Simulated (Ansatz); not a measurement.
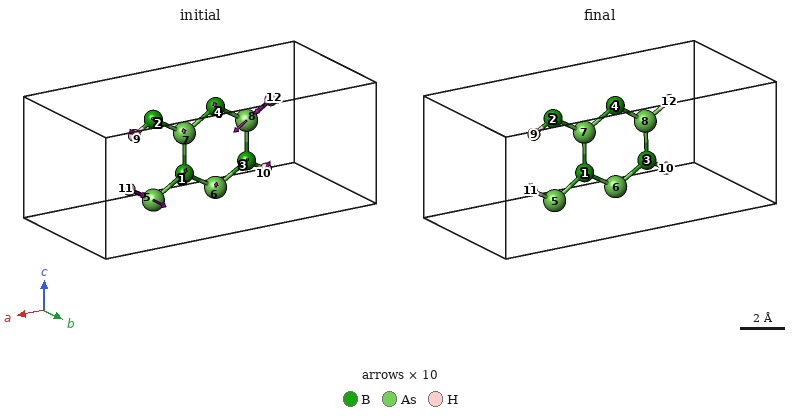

The structure of a wire of composition BAsH before (left) and after (right) a relaxation, at one scale. The purple arrows give the displacements (the part carried along by the change of the cell is left out), magnified 10 times.

A ball-and-stick model of the cell of the calculation, with the vacuum cut short, seen from a free direction.

Case: armchair ribbon, 4 formula units a period, edges capped with H.

Computed with DFT PBE, scalar-relativistic, plane waves, PAW in Ansatz 0.2.0. Settings: plane-wave cutoff 420 eV; k-point mesh 1 × 1 × 6; occupations gaussian; smearing width 0.05 eV; no spin polarisation; cell relaxed at fixed a, b, alpha, beta, gamma; force threshold 0.02 eV/Å; at most 45 steps.

> What changed between the two?

The largest moves relative to the centre of the atoms, 0.11 Å, are those of H11 and H12. Largest moves by element: H 0.11 Å, As 0.09 Å, B 0.03 Å. Along the periodic axis the drawn cell goes c 5.862 → 5.892 Å (+0.5 %). Among the contacts that change: B2–As5 1.954 → 1.908 Å, As5–H11 1.520 → 1.502 Å, B1–As5 1.954 → 1.943 Å, B1–As7 1.954 → 1.964 Å. Among the angles between lasting bonds that change: B1–As5–B2 120.0° → 125.4°, B1–As5–H11 120.0° → 116.8°, As5–B1–As6 120.0° → 116.9°. After 3 accepted moves (4 points after the start) the energy has fallen by 0.107 eV per cell of the calculation. Largest force component: 0.78 eV/Å at the start, 0.0092 eV/Å at the end. The SCF was repeated once at an unchanged geometry on a basis and grid sized afresh for the cell, which shifted the energy by 0.7 meV per cell of the calculation at most. Cost: 33 s on 4 threads of Arm Neoverse V2, on a shared host, peak memory 1.2 GiB.
